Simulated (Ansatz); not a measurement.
**Ge: density, localisation and related maps**

```
Ge
1.0
     2.87889    0.00000    0.00000
    -1.43944    2.49319    0.00000
     0.00000    0.00000    2.69326
Ge
1
Direct
  0.00000 0.00000 0.00000
```

Space group P6/mmm; a structure generated by program, which may or may not match a known phase.

Computed with DFT PBE, scalar-relativistic, plane waves, PAW (Ansatz 0.2.0).

The density is the valence pseudo-density of a PAW calculation; it isn't the true density close to the nuclei.

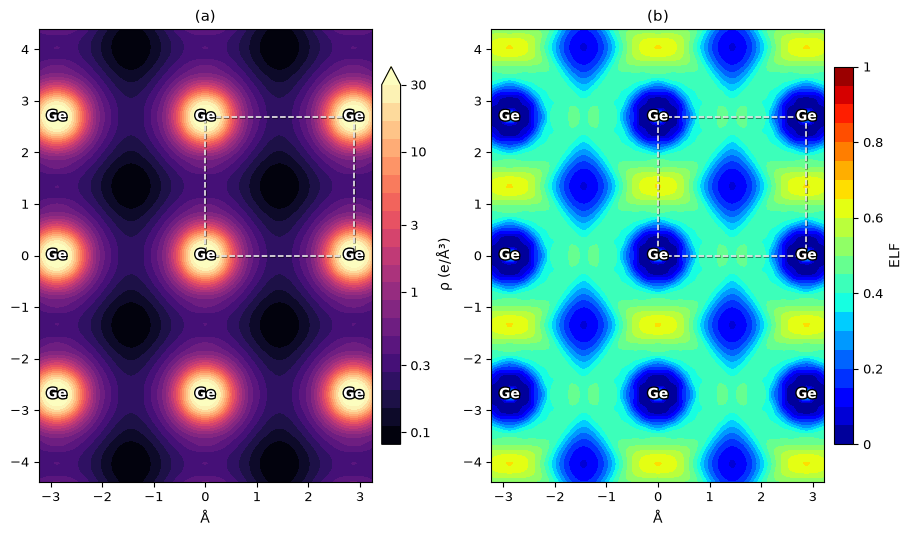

Figure 1. (a) valence charge density (pseudo); (b) electron localisation function on the (100) plane of the conventional cell.

**What do the fields say about this system?**

The plane passes through Ge nuclei.
Ge–Ge (2.69 Å): ρ is about 0.36 e/Å³ halfway, with its minimum of 0.32 e/Å³ about 1.2 Å from Ge; the ELF peaks at about 0.65 between the atoms.
Ge–Ge (2.88 Å): ρ is about 0.24 e/Å³ halfway; the ELF is about 0.45 at the midpoint.
Between the atoms the lowest density in this plane is 0.08 e/Å³.

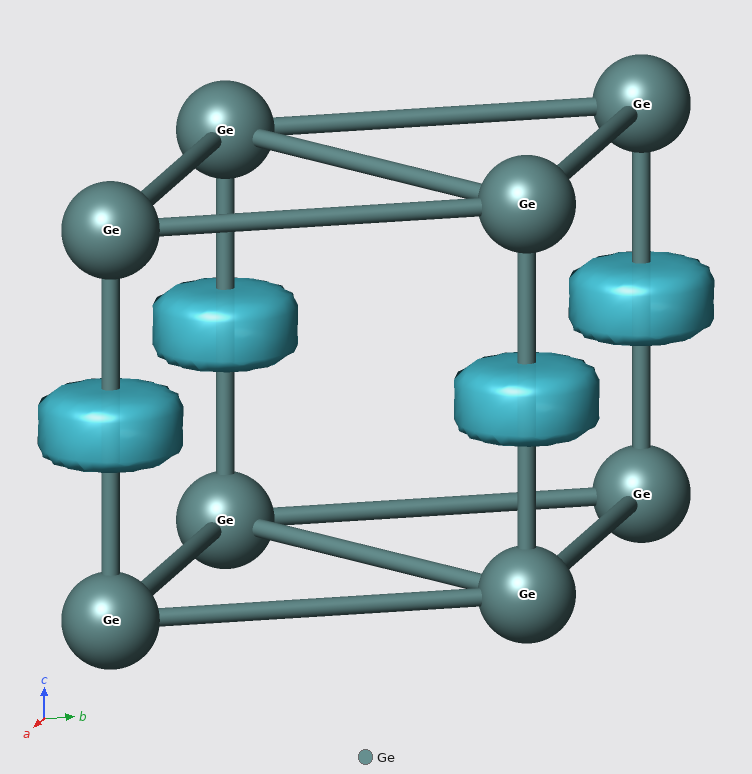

Figure 2. Isosurface of the ELF at 0.55 (cyan), seen slightly off an axis. Core shells and regions of very low density are left out. Sticks mark near contacts.

**Identify the bonds, lone pairs and shells in this picture.**

The surface consists of one region between bonded Ge–Ge atoms, counted in one cell of 1 atoms. Any copies at cell faces, edges or corners count once.

**Does the calculation make it a metal, or give it a gap?**

It is gapless in this calculation (a metal or semimetal).
